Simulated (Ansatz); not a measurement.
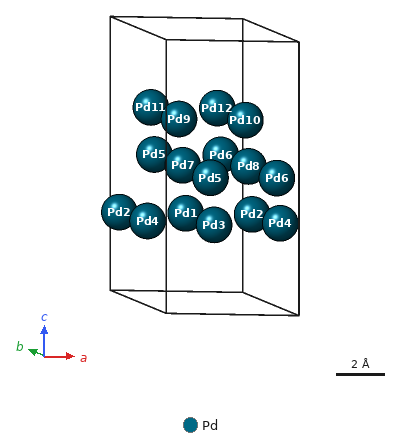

Figure 1. The structure (spheres-only view of the cell of the calculation, with the vacuum cut short, seen slightly off an axis; atoms are numbered from 1 in the order of the input).

Run report: Pd, single-point calculation (part 1 of 2)

The run: single-point calculation of Pd (slab, 12 atoms in the cell). Method and program: DFT PBE, scalar-relativistic, plane waves, PAW, no spin polarisation (Ansatz 0.2.0).

The structure derives from an entry of the Crystallography Open Database. It belongs to a series of runs on one base structure; here: the film alone at its places in the stack. Figures and captions count atoms from 1; the log counts them from 0 in places.

Input file
```yaml
crystal:
  lattice:
    - [5.5744824363, 0.0, 0.0]
    - [-2.7872412181, 4.8276434028, 0.0]
    - [0.0, 0.0, 30.7336341549]
  atoms:
    - { symbol: Pd, position: [0.498671401, 0.8318784326, 0.5983352147] }
    - { symbol: Pd, position: [-0.0001263017, 0.8346619324, 0.5983352147] }
    - { symbol: Pd, position: [0.5014549008, 0.3334596351, 0.5983352147] }
    - { symbol: Pd, position: [0.0, 0.3333333333, 0.6021967273] }
    - { symbol: Pd, position: [0.3333333333, 0.0, 0.6739900189] }
    - { symbol: Pd, position: [0.8323044519, -0.0026468532, 0.6751074984] }
    - { symbol: Pd, position: [0.3359801865, 0.5016179717, 0.6751074984] }
    - { symbol: Pd, position: [0.8317153616, 0.5010288815, 0.6751074984] }
    - { symbol: Pd, position: [0.1669856532, 0.1669517651, 0.7495050896] }
    - { symbol: Pd, position: [0.6666327785, 0.1663476801, 0.7495050896] }
    - { symbol: Pd, position: [0.1663815683, 0.6667005548, 0.7495050896] }
    - { symbol: Pd, position: [0.6666666667, 0.6666666667, 0.7501159924] }
basis:
  ecutwfc: 420
kpoints:
  mp_grid: { grid: [9, 9, 1] }
hamiltonian:
  xc: pbe
scf:
  occupations: { method: gaussian, width: 0.1 }
output:
  forces: true
  stress: true
  eigenvalues: true
  write_density: true
  write_potential: true
  elf: true
  volumetric_format: npy
efield:
  axis: 3
  dipole_correction: true
  ramp_width: 0.04
```

Launched with:
```bash
ansatz run input.yaml --threads 8 --pin off --max-ram 20480MiB --backend cpu --events-out ev --progress --plain --runs-dir out
```

Log
```
Engine: ansatz 0.2.0, x86_64-unknown-linux-gnu
Pseudopotentials: kind: paw
Pseudopotential: Pd, paw, valence charge 18, recommended cutoff 420 eV (normal), Pd.paw.azcp
Functional definition: PBE
  parameter kappa = 0.804
  parameter beta = 0.06672455060314922
  exchange = pbe_x(kappa = kappa, mu = beta*pi^2/3)
  correlation = pbe_c(beta = beta)
Crystal: 12 atoms, lattice volume = 827.092 Å³
Basis set: ecut = 420 eV, 16231 PW (Γ), exchange–correlation on 80×80×432 points (8 copies of the dense FFT grid, shifted against one another)
Bands: 130, of which v1, the nominal top of the filled ones, is band 108 counted from 1 (107 counted from 0)
Symmetry: 3 space group operations
Space group: P3 (ITA 143), of the structure as read, at distance tolerance 9.4e-5 Å
k-points: 15 of 81 (time reversal used)
Non-local potential: Pd, projectors of the file, l = 0: 2, l = 1: 2, l = 2: 2, l = 3: 1
PAW form: soft (Blöchl's): semilocal exchange-correlation on the pseudo side does not see the compensation charge
PAW one-centre angular grid: Pd, 590 points (default); XC on 64 Gauss nodes
Initial density: superposition of atomic densities (neutral atoms: chi_scale 0, normalization atom), corrected by the library's trained network
Initial wavefunctions: pseudopotential atomic-orbital guess
Functional: x = pbe(κ = 0.804, μ = 0.2195149727645171), c = pbe(β = 0.06672455060314922)
SCF iter   1: F=—  HF=-83669.714661 eV  |F-HF|=—  |Δ(HF+E_count)|=         —  Δρ=8.94e-3  dr2=2.13e0  ethr=1.77e-3  p=-0.000 e·Å  D=-5.41e-5 V/Å  ΔV_dip=0.00 eV  dr2_dipole=4.52e-4  V_vac-E_F(+/−)=4.99/4.99 eV  ⟨swp⟩=9.0  Hψ=8780  notcnv=0  defer=41
efield: sawtooth ramp at fractional position 0.1542 (placed from the atoms, in the widest stretch of the axis that holds none; the zero of the levels goes with the place), width 0.0400; the density the first Hamiltonian is built on has a dipole p = -0.000 e·Å; the dipole correction subtracts the counter field D = -5.41e-5 V/Å, which shifts the + side's vacuum level by +0.00 eV against the − side's; the planar-averaged density in the ramp window peaks in size at 1.7e-6 e/Å³
preconditioner: auto → LDOS  [metal: Δε(μ)=0.009 eV  Ē_g=6.272 eV  σ=0.100 eV  W_gap=0.05  n_scr=122 (ndim 8)  ℏωp=14.1 eV  f_vac=0.729  D(μ)=27.55/eV (n_scr^D=204)  β→1.0]
SCF iter   2: F=—  HF=-83669.665666 eV  |F-HF|=—  |Δ(HF+E_count)|=   4.90e-2  Δρ=6.64e-3  dr2=4.01e-1  ethr=9.87e-4  p=-0.000 e·Å  D=-1.69e-5 V/Å  ΔV_dip=0.00 eV  dr2_dipole=2.57e-6  V_vac-E_F(+/−)=5.22/5.22 eV  ⟨swp⟩=2.0  Hψ=2358  notcnv=0  defer=183
SCF iter   3: F=—  HF=-83669.629603 eV  |F-HF|=—  |Δ(HF+E_count)|=   3.61e-2  Δρ=2.89e-3  dr2=3.12e-1  ethr=1.86e-4  p=0.000 e·Å  D=1.42e-5 V/Å  ΔV_dip=-0.00 eV  dr2_dipole=6.65e-7  V_vac-E_F(+/−)=5.17/5.17 eV  ⟨swp⟩=2.0  Hψ=2785  notcnv=0  defer=183
SCF iter   4: F=—  HF=-83669.616080 eV  |F-HF|=—  |Δ(HF+E_count)|=   1.35e-2  Δρ=1.44e-3  dr2=2.12e-2  ethr=1.45e-4  p=0.000 e·Å  D=4.48e-5 V/Å  ΔV_dip=-0.00 eV  dr2_dipole=4.55e-5  V_vac-E_F(+/−)=5.24/5.24 eV  ⟨swp⟩=1.3  Hψ=1777  notcnv=0  defer=183
SCF iter   5: F=—  HF=-83669.618096 eV  |F-HF|=—  |Δ(HF+E_count)|=   2.02e-3  Δρ=4.13e-4  dr2=1.24e-3  ethr=9.83e-6  p=0.000 e·Å  D=6.32e-5 V/Å  ΔV_dip=-0.00 eV  dr2_dipole=3.36e-5  V_vac-E_F(+/−)=5.25/5.25 eV  ⟨swp⟩=2.1  Hψ=2497  notcnv=0  defer=171
SCF iter   6: F=—  HF=-83669.618469 eV  |F-HF|=—  |Δ(HF+E_count)|=   3.73e-4  Δρ=1.15e-4  dr2=2.79e-4  ethr=5.74e-7  p=0.000 e·Å  D=4.59e-5 V/Å  ΔV_dip=-0.00 eV  dr2_dipole=1.31e-5  V_vac-E_F(+/−)=5.25/5.25 eV  ⟨swp⟩=2.1  Hψ=2559  notcnv=0  defer=171
SCF iter   7: F=—  HF=-83669.618500 eV  |F-HF|=—  |Δ(HF+E_count)|=   3.02e-5  Δρ=6.74e-5  dr2=8.03e-5  ethr=1.29e-7  p=0.000 e·Å  D=4.12e-5 V/Å  ΔV_dip=-0.00 eV  dr2_dipole=1.99e-6  V_vac-E_F(+/−)=5.25/5.25 eV  ⟨swp⟩=1.3  Hψ=1782  notcnv=0  defer=171
SCF iter   8: F=—  HF=-83669.619032 eV  |F-HF|=—  |Δ(HF+E_count)|=   5.33e-4  Δρ=2.64e-5  dr2=1.15e-5  ethr=3.72e-8  p=0.000 e·Å  D=2.87e-5 V/Å  ΔV_dip=-0.00 eV  dr2_dipole=1.61e-8  V_vac-E_F(+/−)=5.24/5.25 eV  ⟨swp⟩=1.5  Hψ=1960  notcnv=0  defer=171
SCF iter   9: F=—  HF=-83669.619035 eV  |F-HF|=—  |Δ(HF+E_count)|=   2.86e-6  Δρ=8.84e-6  dr2=1.79e-6  ethr=5.31e-9  p=0.000 e·Å  D=3.08e-5 V/Å  ΔV_dip=-0.00 eV  dr2_dipole=1.19e-7  V_vac-E_F(+/−)=5.24/5.25 eV  ⟨swp⟩=2.1  Hψ=2562  notcnv=0  defer=171
SCF iter  10: F=—  HF=-83669.619036 eV  |F-HF|=—  |Δ(HF+E_count)|=   1.16e-6  Δρ=5.12e-6  dr2=4.78e-7  ethr=8.30e-10  p=0.000 e·Å  D=2.99e-5 V/Å  ΔV_dip=-0.00 eV  dr2_dipole=2.40e-8  V_vac-E_F(+/−)=5.24/5.25 eV  ⟨swp⟩=2.2  Hψ=2304  notcnv=0  defer=171
SCF iter  11: F=—  HF=-83669.619037 eV  |F-HF|=—  |Δ(HF+E_count)|=   1.21e-7  Δρ=2.48e-6  dr2=1.20e-7  ethr=2.21e-10  p=0.000 e·Å  D=3.12e-5 V/Å  ΔV_dip=-0.00 eV  dr2_dipole=4.43e-9  V_vac-E_F(+/−)=5.24/5.25 eV  ⟨swp⟩=2.1  Hψ=2489  notcnv=0  defer=171
SCF iter  12: F=-83669.619037 eV  HF=-83669.619037 eV  |F-HF|=7.25e-8  |Δ(HF+E_count)|=   1.13e-7  Δρ=1.19e-6  dr2=2.15e-8  ethr=4.63e-11  p=0.000 e·Å  D=3.09e-5 V/Å  ΔV_dip=-0.00 eV  dr2_dipole=4.81e-10  V_vac-E_F(+/−)=5.24/5.25 eV  ⟨swp⟩=36.7  Hψ=16616  notcnv=0
the search or the solves at the SCF's close seem to have found levels that the self-consistency loop had missed (the run counts 1). By its estimate they hold under 1e-12 electrons; where the run keeps them, the occupations were computed again with them
SCF 1 converged in 12 iterations: F = -83669.619037 eV  dr2 = 2.15e-8
  greatest PAW one-centre occupation: 0.999 electrons in one spin orbital (limit 2), on the Pd atom at site 2 (counted from 0), in its partial waves of l = 0
```

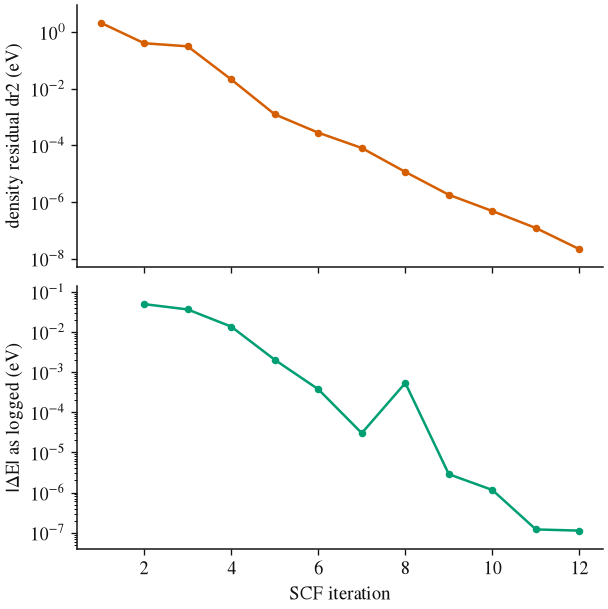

Figure 2. Convergence of the self-consistent field: density residual dr2 and size of the energy change against the SCF iteration. The residual falls at every step.

```
WARN: The input density's exchange-correlation potential varies sharply where the density is thin. Do not read a vacuum level from v_tot or v_xc, or from such a field of the output density. On a cell that repeats whose density bears no net charge and no dipole along the vacuum's axis use v_es (v_loc + v_h of the components); under efield.dipole_correction with no amplitude use v_es + v_field, which holds any external_charges[].barrier, or the levels of the report's work_function block, which leave it out; under a non-zero efield.amplitude the vacuum is tilted and has no level; on a cell that repeats and bears such a dipole with no correction it is tilted too, and efield.dipole_correction with no amplitude gives each side of its ramp a level where efield: is served; in a cell that repeats whose density bears a net charge (total_charge, or a fill off its count) it is curved and has none; of a slab under crystal.periodic whose density bears no net charge use v_es, which has a level on each side, short of where the two are joined; of another it falls or rises all the way out and has none; of a slab beside external_charges read slab_vacuum_level instead, which it has where they leave it neutral. The grid or the basis barely resolves most such structure, and the values can differ between equally converged runs; as a rule a tighter scf.convergence.dr2_threshold does not remove it. Where the density itself ripples (under the LDA too) a higher basis.ecutwfc lessens it. The files hold the spikes' plane waves up to the density's cutoff. Files: v_tot and the like, and their columns of v_z.tsv (output.write_potential); v_xc and the like, and their columns of v_comp_z.tsv (output.write_potential_components); where files of the output density stand in their place, no point of their own thin density is over the threshold below, and this is of outcome.potential() and, of a run that writes arrays (npy), the arrays of these names. Measured: with its Gaussian average of σ = 0.25 Å subtracted twice, the exchange-correlation potential is over 0.1 eV at 10 of the grid points where the equally averaged density (valence and model cores) is under 1e-3 e/Å³, and 0.106 eV at the most among them, at an averaged density of 5.2e-8 e/Å³. See output.write_potential in the manual, Limitations
SCF converged after 12 iterations
Free energy (F): -83669.619037 eV
Harris-Foulkes:  -83669.619037 eV  (|F-HF|=7.25e-8)
Internal energy: -83669.462964 eV  (E = F + TS)
E sigma→0 (E₀):  -83669.541000 eV
Entropy (-TS):   -0.156073 eV (-13.006 meV/atom)
Fermi energy:    0.104072 eV
Dipole field:    D = 0.000045 V/Å  (p = 0.000208 e·Å, saw-weighted, corrected)
Work function:   Φ+ = 5.2444 eV   Φ− = 5.2458 eV
Levels:          The Fermi level and band energies are counted from a zero that moves with the ramp; work functions are not
--- Per-component energies (eV) ---
  E_band       = -5796.387379
  E_kinetic    = 6152.541556
  E_local      = -515535.540924  (includes V_loc(G=0)·N_el)
  E_nonlocal   = 2612.761378
  E_hartree    = 253727.780186
  E_xc         = -2011.941075
  E_vxc        = -2522.298441  (∫ρ·V_xc dr)
  E_paw        = -45006.839186  (= ΣΔE_a)
  E_vpaw       = -3959.412694  (= ΣTr[D̂ρ^β])
  E_aug_tail   = 0.002434  (compensation charges beyond the density's cutoff)
  E_efield     = 0.000000  (sawtooth field / dipole correction)
  E_vefield    = -0.000111  (∫n·V_field dr)
  E_ewald      = 216391.772668
  E_smearing   = -0.156073  (= −TS)
  E_closure    = 0.000000  (closes the sum)
  Σ components = -83669.619037   (vs F -83669.619037, Δ=0.00e0)
--- Forces (eV/Å), atoms counted from 1 ---
  atom   1  Pd     0.02380247     0.03222140     0.26931399
  atom   2  Pd     0.01600332    -0.03672425     0.26931399
  atom   3  Pd    -0.03980579     0.00450285     0.26931399
  atom   4  Pd    -0.00000000     0.00000000    -0.12331192
  atom   5  Pd    -0.00000000     0.00000000    -0.03335885
  atom   6  Pd    -0.01300056     0.03500950    -0.09701925
  atom   7  Pd    -0.02381884    -0.02876357    -0.09701925
  atom   8  Pd     0.03681940    -0.00624593    -0.09701925
  atom   9  Pd     0.02044258    -0.01923671    -0.07904491
  atom  10  Pd    -0.02688077    -0.00808544    -0.07904491
  atom  11  Pd     0.00643819     0.02732215    -0.07904491
  atom  12  Pd    -0.00000000    -0.00000000    -0.12307881
  max |Σ_I F_I| component: 1.16e-7 eV/Å
--- Stress (GPa, compression-positive) ---
       -1.833444      -0.000000       0.000000
        0.000000      -1.833444       0.000000
        0.000000      -0.000000      -0.475716
  P = ⅓ Tr σ = -1.3809 GPa (-13.809 kbar)
--- Band table (eV; the first three rows and the last of 15) ---
```
